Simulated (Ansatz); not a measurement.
```xyz
5
Lattice="4.0050 0.0000 0.0000 -2.0025 3.4684 0.0000 0.0000 0.0000 21.4466" Properties=species:S:1:pos:R:3 pbc="T T T"
As    0.0000    0.0000    4.0000
Al    0.0000    2.3123    4.8175
As    0.0000    2.3123    7.4641
Al    2.0025    1.1561    8.0465
H     2.2250    0.7708   10.5466
```

A point of a scan over the structure, not its minimum; not relaxed (largest force 1.7 eV/Å); PAW files of the earlier set (soft_1); spin-polarised.

Computed with DFT PBE+D3(BJ), scalar-relativistic, plane waves, PAW (Ansatz).

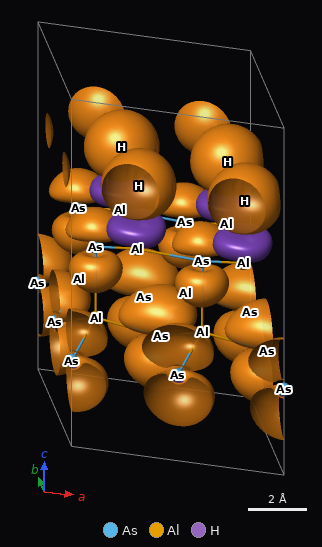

Al₂As₂H (slab). Isosurfaces of the spin density at +0.008 (orange) and −0.008 e/Å³ (purple), seen at an oblique angle. Sticks mark near contacts.

The density is the valence pseudo-density of a PAW calculation; it isn't the true density close to the nuclei.

Which atoms carry the moments, and with what signs?

Answer. The spin density sits on H: +0.4 μB in one cell of 5 atoms, with smaller moments on other sites: As (up to +0.17 μB): with much of the spin spread outside that site. The cell of the calculation (5 atoms) carries 1.0 μB of net spin moment.
